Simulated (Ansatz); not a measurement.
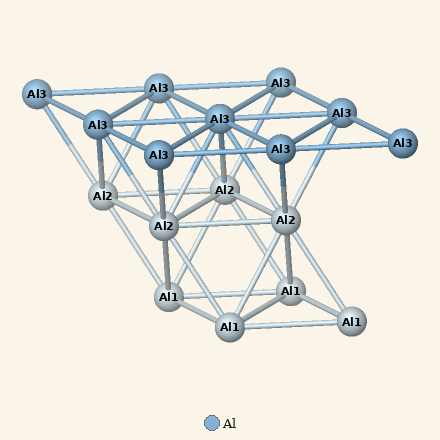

The system is H on an Al(111) slab cut from the Fm-3m phase, its upper half relaxed before the scan (3 atoms of substrate and one adsorbate in a 1 × 1 cell); the picture shows it without the atoms that are moved over the map. H is moved over the surface cell; relaxed at each place: the height of the adsorbate's atoms; substrate rigid; the origin of the map has the adsorbate above Al3. Places are given modulo a cell vector. The map is drawn in real space over the plane of the surface. Grid: 6 × 6 points; 10 points were computed and 26 follow by symmetry. Energies: meV, counted from the lowest grid point. At some places the adsorbate sinks to or below the level of the top layer. With one adsorbate in each 1 × 1 cell, its nearest image is 2.9 Å away, so neighbouring adsorbates interact. Theory: Ansatz 0.2.0, DFT PBE, scalar-relativistic, plane waves, PAW. Settings: cutoff 420 eV, k-mesh 9×9×1, gaussian smearing 0.1 eV, no spin polarisation.

Range: position of H4 along the first surface vector from 0.000 to 0.833; position of H4 along the second surface vector from 0.000 to 0.833.

Predict the map.

The lowest grid point is at a bridge site between two Al atoms, (0/6, 3/6) of the cell vectors. The same energy is found at a bridge site between two Al atoms, (3/6, 0/6) of the cell vectors; a bridge site between two Al atoms, (3/6, 3/6) of the cell vectors. The highest grid point, a place at or below the level of the top layer, (2/6, 4/6) of the cell vectors, lies 818 meV above the lowest. At the lowest point the adsorbate has 2 Al at 1.82 Å as nearest neighbours, at the highest 1 Al at 1.70 Å. Its relaxed height above the top atom is 1.12 Å at the lowest and −0.60 Å at the highest point.

```csv
"second ↓, first →",0/6,1/6,2/6,3/6,4/6,5/6
5/6,90,99,53,53,99,90
4/6,75,53,818,53,75,76
3/6,0,53,53,0,1,1
2/6,75,99,75,1,466,1
1/6,90,90,76,1,1,76
0/6,88,90,75,0,75,90
```

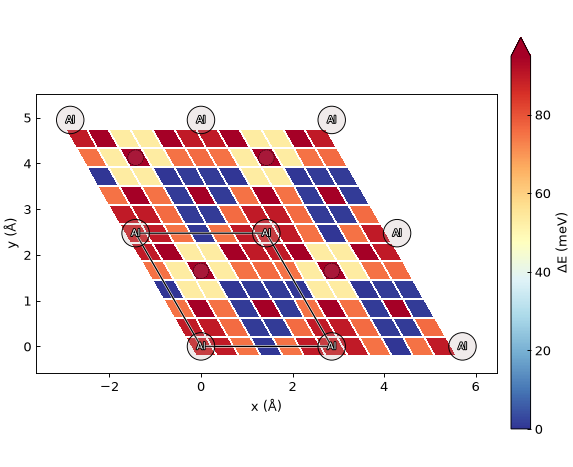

In the figure: one coloured cell a grid point, labelled circles for the atoms of the top layer and small ones for the second layer, the outline of one cell of the 2 × 2 shown, one colour for all values above the top of the scale.

Time for the 10 points that were run: 5.5 min on 1 thread of Arm Neoverse N1, with other jobs on the host.

PAW datasets: the set soft_1.
